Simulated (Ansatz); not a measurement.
Ru: geometry relaxation (part 2 of 2)

The same run, continued: Ru (Cmcm, 8 atoms in the cell); DFT PBE, scalar-relativistic, plane waves, PAW, no spin polarisation (Ansatz 0.2.0); cutoff 420 eV, 7×5×14 k-mesh, Gaussian smearing of 0.1 eV. The structure derives from an entry of the Crystallography Open Database. It belongs to a series of runs on one base structure; here: film's bulk on the substrate's plane, third vector and atoms relaxed.

Geometry of the input (Å; fractional positions):
```
5.4698  0.0000  0.0000
-2.7349  8.2046  0.0000
-1.3674  0.0000  2.4141
Ru 0.3958  0.1250  0.3333
Ru 0.6458  0.6250  0.3333
Ru 0.8958  0.1250  0.3333
Ru 0.1458  0.6250  0.3333
Ru 0.3542  0.3750  0.6667
Ru 0.6042  0.8750  0.6667
Ru 0.8542  0.3750  0.6667
Ru 0.1042  0.8750  0.6667
```

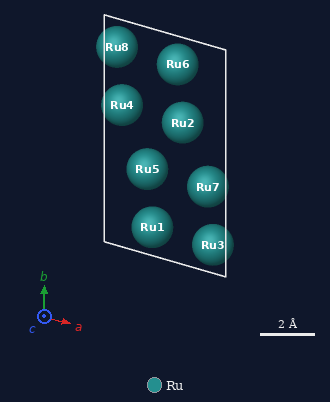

Fig. 1: The geometry at step 3 of the log (spheres-only view of the cell of the calculation, along the c axis; atoms are numbered from 1 in the order of the input).

**The program's output, continued**
```
SCF iter   1: F=—  HF=-47029.079635 eV  |F-HF|=—  |Δ(HF+E_count)|=         —  Δρ=3.42e-5  dr2=2.04e-7  ethr=4.50e-8  ⟨swp⟩=3.2  Hψ=112347  notcnv=0
preconditioner: auto → Kerker (q_TF=auto, 2.809 Å⁻¹)  [metal: Δε(μ)=0.001 eV  Ē_g=5.028 eV  σ=0.100 eV  W_gap=0.00  n_scr=44 (ndim 8)  ℏωp=28.7 eV  f_vac=0.000  D(μ)=7.92/eV (n_scr^D=90)]
SCF iter   2: F=—  HF=-47029.079599 eV  |F-HF|=—  |Δ(HF+E_count)|=   3.63e-5  Δρ=1.72e-5  dr2=4.73e-8  ethr=1.59e-10  ⟨swp⟩=2.1  Hψ=26692  notcnv=0
SCF iter   3: F=—  HF=-47029.079599 eV  |F-HF|=—  |Δ(HF+E_count)|=   2.06e-8  Δρ=1.71e-6  dr2=9.85e-10  ethr=3.70e-11  ⟨swp⟩=2.0  Hψ=34388  notcnv=0
iter 4 did not close the SCF: its close was put off for the readings that it lacked (scf_convergence_deferred on its scf_iter line)
SCF iter   4: F=-47029.079599 eV  HF=-47029.079599 eV  |F-HF|=2.91e-11  |Δ(HF+E_count)|=  2.04e-10  Δρ=2.86e-7  dr2=5.40e-11  ethr=1.00e-12  ⟨swp⟩=2.0  Hψ=26760  notcnv=0
iter 5 did not close the SCF: its close was put off for the readings that it lacked (scf_convergence_deferred on its scf_iter line)
SCF iter   5: F=-47029.079599 eV  HF=-47029.079599 eV  |F-HF|=7.28e-12  |Δ(HF+E_count)|=  7.28e-12  Δρ=7.42e-8  dr2=3.19e-12  ethr=1.00e-12  ⟨swp⟩=1.0  Hψ=18942  notcnv=0
iter 6 did not close the SCF: its close was put off for the readings that it lacked (scf_convergence_deferred on its scf_iter line)
SCF iter   6: F=-47029.079599 eV  HF=-47029.079599 eV  |F-HF|=7.28e-12  |Δ(HF+E_count)|=  7.28e-12  Δρ=1.05e-8  dr2=4.98e-14  ethr=1.00e-12  ⟨swp⟩=1.0  Hψ=18942  notcnv=0
iter 7 did not close the SCF: its close was put off for the readings that it lacked (scf_convergence_deferred on its scf_iter line)
SCF iter   7: F=-47029.079599 eV  HF=-47029.079599 eV  |F-HF|=0.00e0  |Δ(HF+E_count)|=  1.46e-11  Δρ=3.46e-9  dr2=6.80e-15  ethr=1.00e-12  ⟨swp⟩=1.0  Hψ=18942  notcnv=0
SCF iter   8: F=-47029.079599 eV  HF=-47029.079599 eV  |F-HF|=7.28e-12  |Δ(HF+E_count)|=  7.28e-12  Δρ=6.39e-10  dr2=2.24e-16  ethr=1.00e-12  ⟨swp⟩=2.0  Hψ=40726  notcnv=0
SCF 5 converged in 8 iterations: F = -47029.079599 eV  dr2 = 2.24e-16
relax step   5: F+E_penalty+E_count = -47029.07959918 eV  Δ(F+E_penalty+E_count) = +4.606e-4 eV  max|allowed force component| = 2.825e-3 eV/Å  Δτ_max = 0.0000 Å  P = +10.544 GPa  Ω = 107.377 Å³  fix = [a, b, gamma]  reactions: a +3.767, b +27.914 GPa; gamma -9.363 GPa/rad  stress off target by 4.79e-2 GPa on what of the cell is left free  SCF on the basis re-selected at this cell (its energy is not comparable with the rows above)  (8 SCF iters)
basis re-selected at this cell: Δ(F+E_penalty+E_count) = +4.606e-4 eV, ΔP = +0.006 GPa vs the last step (what re-selecting the basis moved, of the pressure what is left beyond the Pulay correction that the steps carried, after the strain that the cell walked since its last selection, with what the two solves' SCF thresholds leave and, on support functions, any second-order correction that the steps lacked; it is no measure of the basis error at this ecutwfc). This SCF's stress stands 4.79e-2 GPa from its target on what of the cell is left free (relax.cell.stress_tol is 1.00e-1 GPa) and its largest allowed force component is 2.83e-3 eV/Å (relax.f_tol is 1.00e-2 eV/Å): within both
SCF converged after 8 iterations
Free energy (F): -47029.079599 eV
Harris-Foulkes:  -47029.079599 eV  (|F-HF|=7.28e-12)
Internal energy: -47029.039985 eV  (E = F + TS)
E sigma→0 (E₀):  -47029.059792 eV
Entropy (-TS):   -0.039614 eV (-4.952 meV/atom)
Fermi energy:    23.884728 eV
--- Per-component energies (eV) ---
  E_band       = -387.248361
  E_kinetic    = 4121.290108
  E_local      = -9999.497030  (includes V_loc(G=0)·N_el)
  E_nonlocal   = 2744.602199
  E_hartree    = 3219.050488
  E_xc         = -1527.634597
  E_vxc        = -1918.252882  (∫ρ·V_xc dr)
  E_paw        = -27686.074158  (= ΣΔE_a)
  E_vpaw       = -1773.490282  (= ΣTr[D̂ρ^β])
  E_aug_tail   = -0.001450  (compensation charges beyond the density's cutoff)
  E_ewald      = -17900.775545
  E_smearing   = -0.039614  (= −TS)
  E_closure    = 0.000000  (closes the sum)
  Σ components = -47029.079599   (vs F -47029.079599, Δ=0.00e0)
--- Forces (eV/Å), atoms counted from 1 ---
  atom   1  Ru    -0.00000002    -0.00000001    -0.00282544
  atom   2  Ru    -0.00000002    -0.00000001    -0.00282544
  atom   3  Ru    -0.00000002    -0.00000001    -0.00282544
  atom   4  Ru    -0.00000002    -0.00000001    -0.00282544
  atom   5  Ru     0.00000002     0.00000001     0.00282544
  atom   6  Ru     0.00000002     0.00000001     0.00282544
  atom   7  Ru     0.00000002     0.00000001     0.00282544
  atom   8  Ru     0.00000002     0.00000001     0.00282544
  max |Σ_I F_I| component: 2.48e-24 eV/Å
--- Stress (GPa, compression-positive) ---
        3.749041       0.052626      -0.000000
        0.052626      27.931555      -0.000000
       -0.000000      -0.000000      -0.047912
  P = ⅓ Tr σ = 10.5442 GPa (105.442 kbar)
--- Band table (eV; the first three rows and the last of 246) ---
  k-point 0: bands = ["-49.3157", "-49.1839", "-49.1839", "-49.1248", "-49.1248", "-49.0635", "-49.0635", "-49.0495", "-19.9031", "-19.7255", "-19.7255", "-19.5197", "-19.5197", "-19.2550", "-19.2550", "-19.1185", "-19.1185", "-19.1025", "-19.1025", "-18.9334", "-18.9175", "-18.8434", "-18.8434", "-18.8315", "-18.8315", "-18.8144", "-18.8144", "-18.8006", "-18.8006", "-18.6941", "-18.6824", "-18.5705", "15.8146", "17.4858", "17.4913", "17.4913", "17.8840", "17.8840", "17.9189", "17.9189", "19.7247", "19.7247", "19.8365", "19.8365", "20.7324", "20.7324", "20.8743", "20.8743", "20.9193", "20.9193", "21.0453", "21.2331", "21.4401", "21.4401", "21.8943", "21.9516", "21.9656", "22.0248", "22.0493", "22.5278", "22.5278", "24.4565", "24.4565", "24.5257", "24.5257", "24.5541", "24.5541", "24.6856", "24.6856", "25.0505", "25.0639", "25.2873", "25.2873", "25.4592", "25.4592", "25.8823", "26.7787"]
  k-point 1: bands = ["-49.3087", "-49.1797", "-49.1797", "-49.1248", "-49.1248", "-49.0634", "-49.0634", "-49.0483", "-19.8849", "-19.7091", "-19.7091", "-19.5086", "-19.5086", "-19.2711", "-19.2711", "-19.1706", "-19.1706", "-19.0632", "-19.0632", "-18.9642", "-18.9294", "-18.8807", "-18.8807", "-18.8252", "-18.8252", "-18.8109", "-18.8109", "-18.8080", "-18.8080", "-18.7272", "-18.6851", "-18.5817", "15.9957", "17.5937", "17.5937", "17.6122", "18.0459", "18.0459", "18.0853", "18.0853", "19.6887", "19.6887", "19.9102", "19.9102", "20.4502", "20.4502", "20.7862", "20.7862", "20.7880", "20.9819", "20.9819", "21.3761", "21.4989", "21.4989", "21.7996", "21.8399", "21.9129", "22.1782", "22.1789", "22.5428", "22.5428", "23.8473", "23.8473", "24.0083", "24.4819", "24.4819", "24.5080", "24.5080", "24.6022", "24.6022", "25.1492", "25.2776", "25.2776", "25.5859", "25.5859", "27.0238", "27.0238"]
  k-point 2: bands = ["-49.2885", "-49.1679", "-49.1679", "-49.1250", "-49.1250", "-49.0633", "-49.0633", "-49.0452", "-19.8317", "-19.6648", "-19.6648", "-19.4893", "-19.4893", "-19.3227", "-19.3227", "-19.2232", "-19.2232", "-19.0507", "-19.0444", "-19.0444", "-18.9617", "-18.9260", "-18.9260", "-18.8483", "-18.8483", "-18.8286", "-18.8286", "-18.8187", "-18.8001", "-18.8001", "-18.6933", "-18.6150", "16.5067", "17.8886", "17.8886", "17.9329", "18.4450", "18.4450", "18.5459", "18.5459", "19.4769", "19.4769", "19.9882", "19.9882", "19.9905", "19.9905", "20.3288", "20.7426", "20.7426", "21.2667", "21.2831", "21.2831", "21.4466", "21.4466", "21.6313", "21.7029", "21.7930", "22.2855", "22.2855", "22.5523", "22.6161", "22.8816", "22.8816", "23.0872", "24.2129", "24.2129", "24.4724", "24.4724", "24.9089", "24.9089", "24.9970", "24.9970", "25.3552", "25.6573", "25.6573", "27.5642", "27.5642"]
  k-point 245: bands = ["-49.2678", "-49.1748", "-49.1724", "-49.1581", "-49.1531", "-49.0642", "-49.0617", "-49.0416", "-19.7783", "-19.6462", "-19.6445", "-19.3807", "-19.3616", "-19.3578", "-19.3456", "-19.1489", "-19.1356", "-19.1119", "-19.0583", "-19.0519", "-19.0332", "-18.8820", "-18.8787", "-18.8755", "-18.8467", "-18.8400", "-18.8297", "-18.8241", "-18.7489", "-18.7487", "-18.7225", "-18.6476", "16.9970", "17.9218", "17.9241", "18.2054", "18.6701", "18.6888", "18.7055", "18.7551", "19.4415", "19.4828", "19.8068", "19.8602", "20.0782", "20.2027", "20.2545", "20.7618", "21.0329", "21.0493", "21.2491", "21.2860", "21.2972", "21.5403", "21.5433", "21.5796", "21.5818", "21.7144", "22.1227", "22.7442", "22.7581", "22.7635", "22.7799", "23.0658", "23.5140", "23.5621", "24.2157", "24.2314", "24.3928", "24.4595", "24.5713", "24.5998", "25.2999", "25.4206", "25.4895", "25.6257", "25.6505"]
--- Relaxed structure (4 steps of the walk, 3 accepted, 1 SCFs on fresh bases) ---
  F+E_penalty+E_count = -47029.07959918 eV   max|allowed force component| = 2.825e-3 eV/Å   (the final SCF, on the basis selected at the relaxed cell)
  cell:  # Å, volume = 107.3768 Å³
    - [5.469762385, -5.144732415604673e-109, 3.8167497071512436e-9]
    - [-2.7348811925, 8.2046435775, -6.476878803693414e-10]
    - [-1.3674405946154775, 3.709361454101172e-10, 2.3926663003337985]
  atoms:
    - { symbol: Ru, position: [0.3956031306179541, 0.12500000002321024, 0.3324125212697642] }
    - { symbol: Ru, position: [0.6456031306179543, 0.6250000000232103, 0.3324125212697643] }
    - { symbol: Ru, position: [0.8956031306179545, 0.12500000002321024, 0.3324125212697642] }
    - { symbol: Ru, position: [0.1456031306179542, 0.6250000000232103, 0.3324125212697642] }
    - { symbol: Ru, position: [0.35439686938204573, 0.3749999999767897, 0.6675874787302358] }
    - { symbol: Ru, position: [0.6043968693820457, 0.8749999999767896, 0.6675874787302358] }
    - { symbol: Ru, position: [0.8543968693820456, 0.3749999999767897, 0.6675874787302357] }
    - { symbol: Ru, position: [0.10439686938204573, 0.8749999999767896, 0.6675874787302357] }
```

**Trajectory as extended XYZ (Å, eV, eV/Å), 5 frames, from step=1 to step=5**
```
8
Lattice="5.4698 0.0000 0.0000 -2.7349 8.2046 0.0000 -1.3674 0.0000 2.4141" Properties=species:S:1:pos:R:3:forces:R:3 step=1 energy=-47029.06445 pressure_GPa=7.72
Ru    1.3674    1.0256    0.8047    0.0000   0.0000  -0.0619
Ru    1.3674    5.1279    0.8047    0.0000   0.0000  -0.0619
Ru    4.1023    1.0256    0.8047    0.0000   0.0000  -0.0619
Ru   -1.3674    5.1279    0.8047    0.0000   0.0000  -0.0619
Ru    0.0000    3.0767    1.6094    0.0000   0.0000   0.0619
Ru    0.0000    7.1791    1.6094    0.0000   0.0000   0.0619
Ru    2.7349    3.0767    1.6094    0.0000   0.0000   0.0619
Ru   -2.7349    7.1791    1.6094    0.0000   0.0000   0.0619
8
Lattice="5.4698 0.0000 0.0000 -2.7349 8.2046 0.0000 -1.3674 0.0000 2.3685" Properties=species:S:1:pos:R:3:forces:R:3 step=2 energy=-47029.06237 pressure_GPa=13.95 accepted=F
Ru    1.3674    1.0256    0.7887    0.0000   0.0000   0.0138
Ru    1.3674    5.1279    0.7887    0.0000   0.0000   0.0138
Ru    4.1023    1.0256    0.7887    0.0000   0.0000   0.0138
Ru   -1.3674    5.1279    0.7887    0.0000   0.0000   0.0138
Ru    0.0000    3.0767    1.5798    0.0000   0.0000  -0.0138
Ru    0.0000    7.1791    1.5798    0.0000   0.0000  -0.0138
Ru    2.7349    3.0767    1.5798    0.0000   0.0000  -0.0138
Ru   -2.7349    7.1791    1.5798    0.0000   0.0000  -0.0138
8
Lattice="5.4698 0.0000 0.0000 -2.7349 8.2046 0.0000 -1.3674 0.0000 2.3933" Properties=species:S:1:pos:R:3:forces:R:3 step=3 energy=-47029.07998 pressure_GPa=10.46
Ru    1.3674    1.0256    0.7963    0.0000   0.0000  -0.0141
Ru    1.3674    5.1279    0.7963    0.0000   0.0000  -0.0141
Ru    4.1023    1.0256    0.7963    0.0000   0.0000  -0.0141
Ru   -1.3674    5.1279    0.7963    0.0000   0.0000  -0.0141
Ru    0.0000    3.0767    1.5970    0.0000   0.0000   0.0141
Ru    0.0000    7.1791    1.5970    0.0000   0.0000   0.0141
Ru    2.7349    3.0767    1.5970    0.0000   0.0000   0.0141
Ru   -2.7349    7.1791    1.5970    0.0000   0.0000   0.0141
8
Lattice="5.4698 0.0000 0.0000 -2.7349 8.2046 0.0000 -1.3674 0.0000 2.3927" Properties=species:S:1:pos:R:3:forces:R:3 step=4 energy=-47029.08006 pressure_GPa=10.54
Ru    1.3674    1.0256    0.7954    0.0000   0.0000  -0.0029
Ru    1.3674    5.1279    0.7954    0.0000   0.0000  -0.0029
Ru    4.1023    1.0256    0.7954    0.0000   0.0000  -0.0029
Ru   -1.3674    5.1279    0.7954    0.0000   0.0000  -0.0029
Ru    0.0000    3.0767    1.5973    0.0000   0.0000   0.0029
Ru    0.0000    7.1791    1.5973    0.0000   0.0000   0.0029
Ru    2.7349    3.0767    1.5973    0.0000   0.0000   0.0029
Ru   -2.7349    7.1791    1.5973    0.0000   0.0000   0.0029
8
Lattice="5.4698 0.0000 0.0000 -2.7349 8.2046 0.0000 -1.3674 0.0000 2.3927" Properties=species:S:1:pos:R:3:forces:R:3 step=5 energy=-47029.07960 pressure_GPa=10.54
Ru    1.3674    1.0256    0.7954    0.0000   0.0000  -0.0028
Ru    1.3674    5.1279    0.7954    0.0000   0.0000  -0.0028
Ru    4.1023    1.0256    0.7954    0.0000   0.0000  -0.0028
Ru   -1.3674    5.1279    0.7954    0.0000   0.0000  -0.0028
Ru    0.0000    3.0767    1.5973    0.0000   0.0000   0.0028
Ru    0.0000    7.1791    1.5973    0.0000   0.0000   0.0028
Ru    2.7349    3.0767    1.5973    0.0000   0.0000   0.0028
Ru   -2.7349    7.1791    1.5973    0.0000   0.0000   0.0028
```

**Key numbers**

- outcome: converged
- space group (tolerance 0.01 Å): Cmcm (63)
- electrons treated: 128
- free energy: −47029.0796 eV
- Fermi energy: 23.885 eV
- gap on the k-point mesh: none (metallic)
- pressure: 10.54 GPa
- final volume: 107.38 Å³
- largest force (length of the vector) at the end: 0.003 eV/Å
- final cell: a = 5.470 Å, b = 8.648 Å, c = 2.756 Å, α = 80.97°, β = 119.75°, γ = 108.43°
- hardware: 8 threads of Arm Neoverse N1, 24 GiB of memory available, shared host
- wall time: 2.3 min (CPU time 18 min)
- peak memory: 1.7 GiB

**Notes**

The program warns: the k-point mesh lowers the symmetry that the run can use.
